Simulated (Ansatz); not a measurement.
## Run report: WSe2, geometry relaxation (part 1 of 2)

- system: WSe2 (slab, 3 atoms in the cell)
- method: DFT PBE+D3(BJ), scalar-relativistic, plane waves, PAW, no spin polarisation (Ansatz 0.2.0)

The structure derives from an entry of the Crystallography Open Database. It belongs to a series of runs on one base structure; here: biaxial strain +0.070, atoms relaxed.

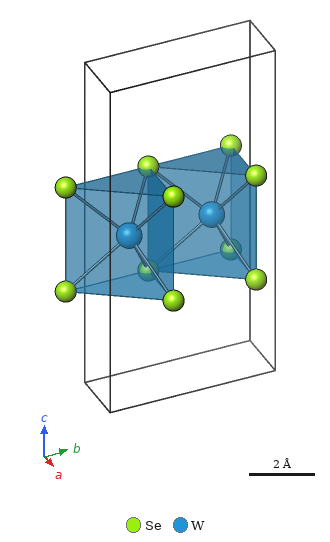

Figure 1. The structure as given in the input (polyhedral view of the 1 × 2 repeat of the cell, with the vacuum cut short, seen slightly off an axis; polyhedra are completed across the faces of the cell). An atom can appear more than once, as a periodic image.

### Key numbers

| quantity | value |
| --- | --- |
| outcome | converged |
| electrons treated | 46 |
| free energy | −21325.2902 eV |
| work function, top face | 4.76 eV |
| work function, bottom face | 4.76 eV |
| Fermi energy | −4.758 eV |
| gap on the k-point mesh | 0.67 eV |
| gap on the band path | 0.67 eV |
| final volume | 350.39 Å³ |
| work function (upper face) | 4.76 eV |
| largest force (length of the vector) at the end | under 0.001 eV/Å |
| hardware | 2 threads of Intel Xeon (Granite Rapids), 32 GiB of memory available, shared host |
| wall time | 30 s (CPU time 58 s) |
| peak memory | 0.63 GiB |

### Remarks

The program warns: the SCF threshold is looser than advised for the printed stress; the exchange-correlation potential is rough where the density is thin. Spin–orbit coupling is left out, which matters for W.

### Input
```yaml
crystal:
  lattice:
    - [3.5155073254, 0.0, 0.0]
    - [-1.7577536627, 3.044518651, 0.0]
    - [0.0, 0.0, 32.7374894635]
  atoms:
    - { symbol: Se, position: [0.3333333333, 0.6666666667, 0.4485393955] }
    - { symbol: W, position: [0.6666666667, 0.3333333333, 0.5] }
    - { symbol: Se, position: [0.3333333333, 0.6666666667, 0.5514606045] }
  periodic: [true, true, false]
basis:
  ecutwfc: 420
kpoints:
  mp_grid: { grid: [12, 12, 1] }
  band_path:
    path:
      - [0, 0, 0]
      - [0.5, 0, 0]
      - [0.3333333333333, 0.3333333333333, 0]
      - [0, 0, 0]
    npoints: 8
hamiltonian:
  xc: pbe
  dispersion: d3bj
scf:
  occupations: { method: gaussian, width: 0.02 }
output:
  forces: true
  stress: true
  eigenvalues: true
  write_density: true
  write_potential: true
  elf: true
  volumetric_format: npy
relax:
  adjacent_minimum: "off"
  f_tol: 0.01
  max_steps: 40
```

Launched with:
```bash
ansatz run input.yaml --threads 2 --pin off --max-ram 5120MiB --backend cpu --events-out ev --progress --plain --runs-dir out
```

### Output
```
Warning: output.stress: scf.convergence.dr2_threshold = 1e-7 eV (the SCF's general default) is looser than the 3e-10 eV advised for a printed stress (1e-10 eV for each atom of the cell: 3). What an SCF threshold leaves in a stress goes as its square root, and in the free energy as the threshold itself, and one threshold admits the most on a small cell: of the crystals measured, under no hybrid functional and no lock of the moments, on runs that ended without the residual-converged pass, on stresses that held no estimate of that error, the worst erred by over 100 MPa in a component at 1e-7 eV an atom and by under 5 at 1e-10. Every solve of this run answers to scf.convergence.dr2_threshold, and the tensor of one is reported: a single SCF on the reported geometry and on this run's grids (its basis.xc_grid and basis.ecutrho_ratio typed), with scf.convergence.dr2_threshold at 3e-10 eV or tighter, prints it and tightens no other solve. Else set scf.convergence.dr2_threshold to 3e-10 eV or tighter. The threshold is an SCF's pass mark: one that does not reach it within its budget of iterations ends unconverged, or closes short of it on a stop that the run arms, and scf.convergence.dr2_threshold's page says what that costs each kind of run
Engine: ansatz 0.2.0, x86_64-unknown-linux-gnu
Pseudopotentials: kind: paw
Pseudopotential: Se, paw, valence charge 16, recommended cutoff 420 eV (normal), Se.paw.azcp
Pseudopotential: W, paw, valence charge 14, recommended cutoff 420 eV (normal), W.paw.azcp
Functional definition: PBE
  parameter kappa = 0.804
  parameter beta = 0.06672455060314922
  exchange = pbe_x(kappa = kappa, mu = beta*pi^2/3)
  correlation = pbe_c(beta = beta)
Crystal: 3 atoms, lattice volume = 350.390 Å³
Basis set: ecut = 420 eV, 6811 PW (Γ), exchange–correlation on 48×48×450 points (8 copies of the dense FFT grid, shifted against one another)
Bands: 28, of which v1, the nominal top of the filled ones, is band 23 counted from 1 (22 counted from 0)
Symmetry: 12 space group operations
Space group: P-6m2 (ITA 187), of the structure as read, at distance tolerance 7.0e-5 Å
k-points: 19 of 144 (time reversal used)
Non-local potential: Se, projectors of the file, l = 0: 2, l = 1: 2, l = 2: 3, l = 3: 1
Non-local potential: W, projectors of the file, l = 0: 3, l = 1: 2, l = 2: 2, l = 3: 1
PAW form: soft (Blöchl's): semilocal exchange-correlation on the pseudo side does not see the compensation charge
PAW one-centre angular grid: Se, 590 points (default); XC on 64 Gauss nodes
PAW one-centre angular grid: W, 590 points (default); XC on 64 Gauss nodes
Initial density: superposition of atomic densities (neutral atoms: chi_scale 0, normalization atom), corrected by the library's trained network
Initial wavefunctions: pseudopotential atomic-orbital guess
Functional: x = pbe(κ = 0.804, μ = 0.2195149727645171), c = pbe(β = 0.06672455060314922)
SCF iter   1: F=—  HF=-21325.188802 eV  |F-HF|=—  |Δ(HF+E_count)|=         —  Δρ=1.95e-3  dr2=7.97e-3  ethr=1.77e-3  ⟨swp⟩=14.0  Hψ=3450  notcnv=0
preconditioner: auto → Resta (q_TF=auto, 1.945 Å⁻¹)  ε∞=2.1  [insulator: Δε(μ)=1.043 eV  Ē_g=7.992 eV  σ=0.020 eV  W_gap=1.00  n_scr=20 (ndim 8)  ℏωp=8.4 eV  f_vac=0.783  D(μ)=0.00/eV (n_scr^D=0)  ε∞_Penn≈2.1  vacuum switching on, ρ_ref=4.6e-3 e/Å³]
SCF iter   2: F=—  HF=-21325.193801 eV  |F-HF|=—  |Δ(HF+E_count)|=   5.00e-3  Δρ=1.21e-3  dr2=6.92e-3  ethr=1.73e-5  ⟨swp⟩=4.0  Hψ=1540  notcnv=0  defer=19
SCF iter   3: F=—  HF=-21325.194477 eV  |F-HF|=—  |Δ(HF+E_count)|=   6.76e-4  Δρ=7.96e-4  dr2=1.76e-3  ethr=1.50e-5  ⟨swp⟩=2.6  Hψ=789  notcnv=0  defer=19
SCF iter   4: F=—  HF=-21325.195457 eV  |F-HF|=—  |Δ(HF+E_count)|=   9.79e-4  Δρ=3.37e-4  dr2=2.79e-4  ethr=3.84e-6  ⟨swp⟩=2.3  Hψ=728  notcnv=0  defer=19
SCF iter   5: F=—  HF=-21325.195624 eV  |F-HF|=—  |Δ(HF+E_count)|=   1.67e-4  Δρ=7.76e-5  dr2=1.99e-5  ethr=6.07e-7  ⟨swp⟩=3.1  Hψ=831  notcnv=0  defer=19
iter 6 did not close the SCF: its close was put off until two iterations running show no level that it waits for move by more than its bar (scf_convergence_deferred on its scf_iter line)
SCF iter   6: F=-21325.195634 eV  HF=-21325.195634 eV  |F-HF|=2.77e-7  |Δ(HF+E_count)|=   1.02e-5  Δρ=1.11e-5  dr2=7.36e-7  ethr=5.43e-9  ⟨swp⟩=25.2  Hψ=6331  notcnv=0
SCF iter   7: F=-21325.195635 eV  HF=-21325.195635 eV  |F-HF|=2.36e-8  |Δ(HF+E_count)|=   1.47e-7  Δρ=1.29e-6  dr2=6.53e-9  ethr=1.60e-9  ⟨swp⟩=13.9  Hψ=4695  notcnv=0
SCF 1 converged in 7 iterations: F = -21325.195635 eV  dr2 = 6.53e-9
  greatest PAW one-centre occupation: 1.000 electrons in one spin orbital (limit 2), on the Se atom at site 0 (counted from 0), in its partial waves of l = 2
relax step   1: F+E_penalty+E_count = -21325.19563459 eV  Δ(F+E_penalty+E_count) = +0.000e0 eV  max|allowed force component| = 1.170e0 eV/Å  Δτ_max = 0.0000 Å  (7 SCF iters, dr2 threshold 2.50e-6 eV, accepted)
Initial density: handed on by an earlier stage of this run
Initial wavefunctions: those handed on with the density
iter 1 solved again at ethr=3.60e-4 eV; its pass at ethr=3.10e-3 eV (dr2=1.65e-1 eV) is discarded
SCF iter   1: F=—  HF=-21325.072154 eV  |F-HF|=—  |Δ(HF+E_count)|=         —  Δρ=6.19e-3  dr2=1.67e-1  ethr=3.60e-4  ⟨swp⟩=2.2  Hψ=2715  notcnv=0  defer=18
preconditioner: auto → LDOS  [insulator: Δε(μ)=0.116 eV  Ē_g=8.595 eV  σ=0.020 eV  W_gap=0.58  n_scr=20 (ndim 8)  ℏωp=8.4 eV  f_vac=0.796  D(μ)=1.00/eV (n_scr^D=6)  ε∞_Penn≈2.0  β→1.0]
SCF iter   2: F=—  HF=-21325.082403 eV  |F-HF|=—  |Δ(HF+E_count)|=   1.02e-2  Δρ=5.81e-3  dr2=2.72e-1  ethr=3.60e-4  ⟨swp⟩=4.0  Hψ=1121  notcnv=0  defer=18
preconditioner: auto → Resta (q_TF=auto, 1.945 Å⁻¹)  ε∞=1.9  [insulator: Δε(μ)=0.080 eV  Ē_g=8.773 eV  σ=0.020 eV  W_gap=1.00  n_scr=20 (ndim 8)  ℏωp=8.4 eV  f_vac=0.794  D(μ)=0.02/eV (n_scr^D=0)  ε∞_Penn≈1.9  vacuum switching on, ρ_ref=5.6e-3 e/Å³  β→0.5]
SCF iter   3: F=—  HF=-21325.037014 eV  |F-HF|=—  |Δ(HF+E_count)|=   4.54e-2  Δρ=1.41e-3  dr2=9.94e-3  ethr=3.60e-4  ⟨swp⟩=3.1  Hψ=968  notcnv=0  defer=18
SCF iter   4: F=—  HF=-21325.037229 eV  |F-HF|=—  |Δ(HF+E_count)|=   2.15e-4  Δρ=4.52e-4  dr2=5.43e-4  ethr=2.16e-5  ⟨swp⟩=3.1  Hψ=968  notcnv=0  defer=18
SCF iter   5: F=—  HF=-21325.037369 eV  |F-HF|=—  |Δ(HF+E_count)|=   1.41e-4  Δρ=1.53e-4  dr2=6.18e-5  ethr=1.18e-6  ⟨swp⟩=3.0  Hψ=1078  notcnv=0  defer=18
SCF iter   6: F=-21325.037393 eV  HF=-21325.037393 eV  |F-HF|=1.83e-8  |Δ(HF+E_count)|=   2.32e-5  Δρ=3.19e-5  dr2=4.03e-6  ethr=1.34e-7  ⟨swp⟩=28.7  Hψ=7124  notcnv=0
SCF 2 converged in 6 iterations: F = -21325.037393 eV  dr2 = 4.03e-6
  greatest PAW one-centre occupation: 1.000 electrons in one spin orbital (limit 2), on the Se atom at site 2 (counted from 0), in its partial waves of l = 2
relax step   2: F+E_penalty+E_count = -21325.03739262 eV  Δ(F+E_penalty+E_count) = +1.582e-1 eV  max|allowed force component| = 2.250e0 eV/Å  Δτ_max = 0.1950 Å  (6 SCF iters, dr2 threshold 8.56e-5 eV, rejected (line search))
SCF iter   1: F=—  HF=-21325.300982 eV  |F-HF|=—  |Δ(HF+E_count)|=         —  Δρ=3.52e-3  dr2=5.26e-2  ethr=1.12e-3  ⟨swp⟩=5.8  Hψ=1675  notcnv=0  defer=5
preconditioner: auto → Resta (q_TF=auto, 1.945 Å⁻¹)  ε∞=2.0  [insulator: Δε(μ)=0.629 eV  Ē_g=8.344 eV  σ=0.020 eV  W_gap=1.00  n_scr=20 (ndim 8)  ℏωp=8.4 eV  f_vac=0.786  D(μ)=0.00/eV (n_scr^D=0)  ε∞_Penn≈2.0  vacuum switching on, ρ_ref=5.0e-3 e/Å³]
SCF iter   2: F=—  HF=-21325.294280 eV  |F-HF|=—  |Δ(HF+E_count)|=   6.70e-3  Δρ=2.06e-3  dr2=3.67e-2  ethr=1.14e-4  ⟨swp⟩=3.9  Hψ=1141  notcnv=0  defer=19
SCF iter   3: F=—  HF=-21325.289490 eV  |F-HF|=—  |Δ(HF+E_count)|=   4.79e-3  Δρ=1.19e-3  dr2=5.82e-3  ethr=7.98e-5  ⟨swp⟩=3.0  Hψ=912  notcnv=0  defer=19
SCF iter   4: F=—  HF=-21325.288833 eV  |F-HF|=—  |Δ(HF+E_count)|=   6.57e-4  Δρ=4.06e-4  dr2=4.42e-4  ethr=1.27e-5  ⟨swp⟩=3.0  Hψ=857  notcnv=0  defer=19
SCF iter   5: F=—  HF=-21325.288816 eV  |F-HF|=—  |Δ(HF+E_count)|=   1.70e-5  Δρ=1.02e-4  dr2=5.59e-5  ethr=9.62e-7  ⟨swp⟩=3.1  Hψ=835  notcnv=0  defer=19
SCF iter   6: F=—  HF=-21325.288844 eV  |F-HF|=—  |Δ(HF+E_count)|=   2.80e-5  Δρ=1.35e-5  dr2=1.22e-6  ethr=1.22e-7  ⟨swp⟩=3.2  Hψ=888  notcnv=0  defer=19
iter 7 did not close the SCF: its close was put off until two iterations running show no level that it waits for move by more than its bar (scf_convergence_deferred on its scf_iter line)
SCF iter   7: F=-21325.288844 eV  HF=-21325.288844 eV  |F-HF|=8.60e-8  |Δ(HF+E_count)|=  3.57e-10  Δρ=3.55e-6  dr2=6.66e-8  ethr=2.17e-10  ⟨swp⟩=22.7  Hψ=6067  notcnv=0
iter 8 did not close the SCF: its close was put off until two iterations running show no level that it waits for move by more than its bar (scf_convergence_deferred on its scf_iter line)
SCF iter   8: F=-21325.288844 eV  HF=-21325.288844 eV  |F-HF|=7.65e-9  |Δ(HF+E_count)|=   1.03e-7  Δρ=6.09e-7  dr2=2.61e-9  ethr=1.45e-10  ⟨swp⟩=11.7  Hψ=4020  notcnv=0
SCF iter   9: F=-21325.288844 eV  HF=-21325.288844 eV  |F-HF|=5.38e-10  |Δ(HF+E_count)|=   8.36e-9  Δρ=1.88e-7  dr2=4.01e-10  ethr=5.68e-12  ⟨swp⟩=8.7  Hψ=3437  notcnv=0
SCF 3 converged in 9 iterations: F = -21325.288844 eV  dr2 = 4.01e-10
relax step   3: F+E_penalty+E_count = -21325.28884405 eV  Δ(F+E_penalty+E_count) = -9.321e-2 eV  max|allowed force component| = 1.524e-1 eV/Å  Δτ_max = 0.0871 Å  (9 SCF iters, accepted)
SCF iter   1: F=—  HF=-21325.290276 eV  |F-HF|=—  |Δ(HF+E_count)|=         —  Δρ=2.94e-4  dr2=3.85e-4  ethr=8.05e-6  ⟨swp⟩=2.9  Hψ=1123  notcnv=0  defer=19
preconditioner: auto → Resta (q_TF=auto, 1.945 Å⁻¹)  ε∞=2.0  [insulator: Δε(μ)=0.673 eV  Ē_g=8.275 eV  σ=0.020 eV  W_gap=1.00  n_scr=20 (ndim 8)  ℏωp=8.4 eV  f_vac=0.787  D(μ)=0.00/eV (n_scr^D=0)  ε∞_Penn≈2.0  vacuum switching on, ρ_ref=5.0e-3 e/Å³]
SCF iter   2: F=—  HF=-21325.290258 eV  |F-HF|=—  |Δ(HF+E_count)|=   1.80e-5  Δρ=1.79e-4  dr2=2.78e-4  ethr=8.36e-7  ⟨swp⟩=3.1  Hψ=976  notcnv=0  defer=19
SCF iter   3: F=—  HF=-21325.290223 eV  |F-HF|=—  |Δ(HF+E_count)|=   3.54e-5  Δρ=1.01e-4  dr2=4.24e-5  ethr=6.03e-7  ⟨swp⟩=3.1  Hψ=786  notcnv=0  defer=19
SCF iter   4: F=—  HF=-21325.290218 eV  |F-HF|=—  |Δ(HF+E_count)|=   4.87e-6  Δρ=3.23e-5  dr2=2.45e-6  ethr=9.21e-8  ⟨swp⟩=3.0  Hψ=797  notcnv=0  defer=19
SCF iter   5: F=-21325.290218 eV  HF=-21325.290218 eV  |F-HF|=1.77e-7  |Δ(HF+E_count)|=   6.63e-8  Δρ=9.30e-6  dr2=4.92e-7  ethr=3.16e-9  ⟨swp⟩=25.4  Hψ=6386  notcnv=0
SCF 4 converged in 5 iterations: F = -21325.290218 eV  dr2 = 4.92e-7
relax step   4: F+E_penalty+E_count = -21325.29021756 eV  Δ(F+E_penalty+E_count) = -1.374e-3 eV  max|allowed force component| = 1.202e-4 eV/Å  Δτ_max = 0.0091 Å  (5 SCF iters, dr2 threshold 1.45e-6 eV, accepted)
iter 1 solved again at ethr=1.08e-9 eV; its pass at ethr=3.10e-3 eV (dr2=4.95e-7 eV) is discarded
SCF iter   1: F=—  HF=-21325.290176 eV  |F-HF|=—  |Δ(HF+E_count)|=         —  Δρ=9.31e-6  dr2=4.94e-7  ethr=1.08e-9  ⟨swp⟩=1.0  Hψ=1520  notcnv=0
preconditioner: auto → Resta (q_TF=auto, 1.945 Å⁻¹)  ε∞=2.0  [insulator: Δε(μ)=0.673 eV  Ē_g=8.272 eV  σ=0.020 eV  W_gap=1.00  n_scr=20 (ndim 8)  ℏωp=8.4 eV  f_vac=0.787  D(μ)=0.00/eV (n_scr^D=0)  ε∞_Penn≈2.0  vacuum switching on, ρ_ref=5.0e-3 e/Å³]
SCF iter   2: F=—  HF=-21325.290218 eV  |F-HF|=—  |Δ(HF+E_count)|=   4.15e-5  Δρ=7.03e-6  dr2=4.50e-7  ethr=1.07e-9  ⟨swp⟩=2.0  Hψ=646  notcnv=0
SCF iter   3: F=-21325.290218 eV  HF=-21325.290218 eV  |F-HF|=5.12e-8  |Δ(HF+E_count)|=   5.02e-8  Δρ=3.58e-6  dr2=4.63e-8  ethr=2.17e-10  ⟨swp⟩=14.9  Hψ=5092  notcnv=0
SCF 5 converged in 3 iterations: F = -21325.290218 eV  dr2 = 4.63e-8
relax step   5: F+E_penalty+E_count = -21325.29021781 eV  Δ(F+E_penalty+E_count) = -2.525e-7 eV  max|allowed force component| = 1.474e-5 eV/Å  Δτ_max = 0.0000 Å  (3 SCF iters, accepted)
```

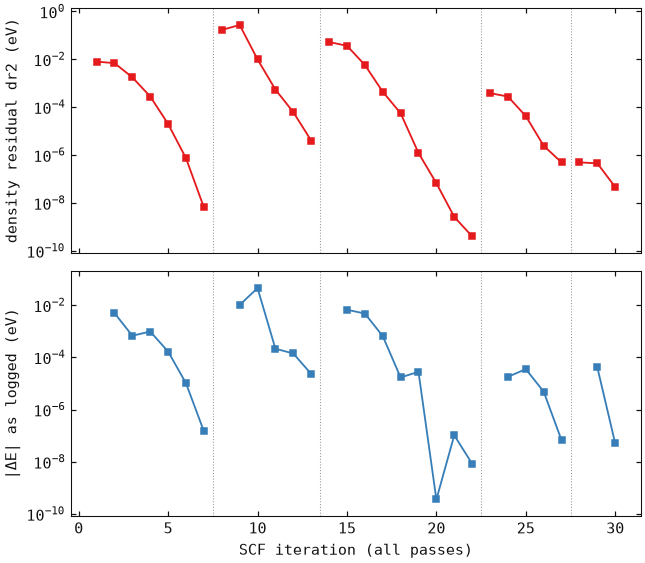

Figure 2. Convergence of the self-consistent field: density residual dr2 and size of the energy change against the SCF iteration. The dotted lines part the SCF passes of the relaxation: geometry steps, rejected trials and re-solves on a re-selected basis. The 5 passes take 3 to 9 iterations each, 30 in all.

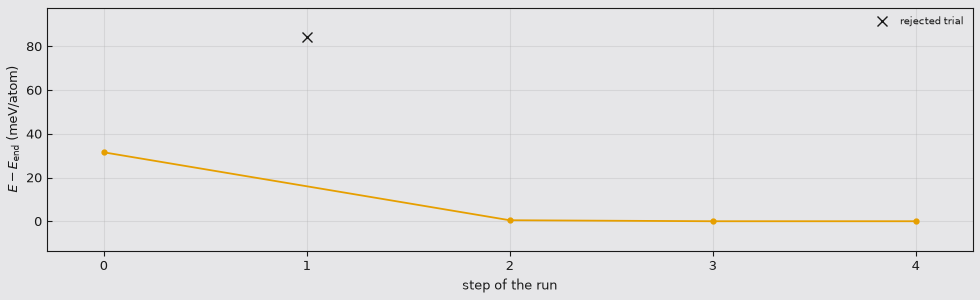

Figure 3. Progress of the relaxation, step by step (the first geometry is step 0 here and step 1 in the log).
